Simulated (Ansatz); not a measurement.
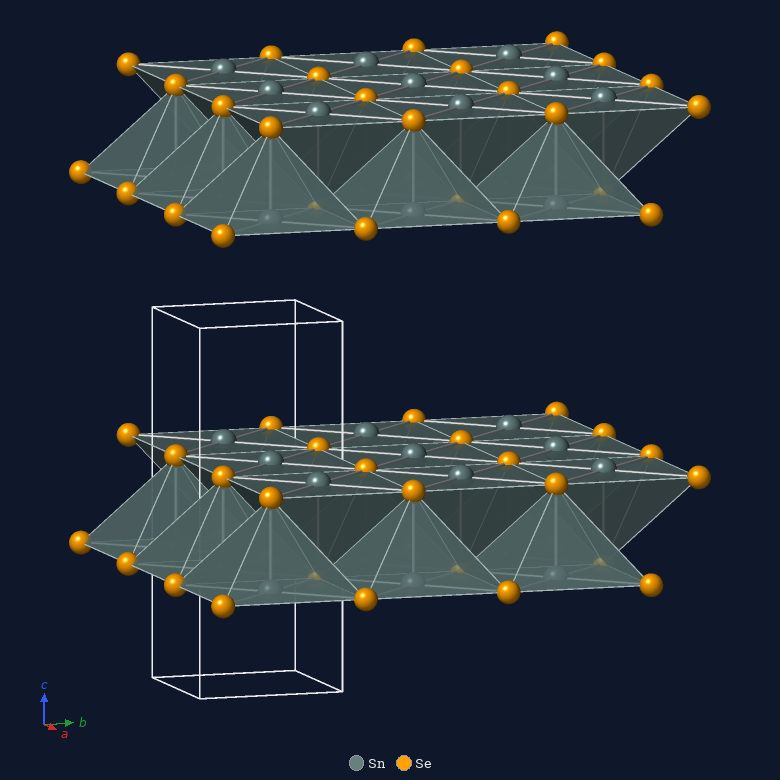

Polyhedra are drawn about Sn (bonds: Se–Sn below 3.4 Å); other atoms are plain spheres.

System SnSe (space group P4/nmm, No. 129); source of the atomic positions: coordinates from a relaxation with Ansatz 0.2.0, DFT, PBE, all-electron LAPW, scalar-relativistic.

> What figure surrounds each Sn atom, and what does it share with the other drawn polyhedra?

Sn: SnSe5 square pyramid, sharing edges with eight neighbours and corners with four neighbours.

> What is the connectivity of the polyhedra: isolated, groups, chains, layers or framework?

They form layers of corner- and edge-sharing square pyramids parallel to (001).
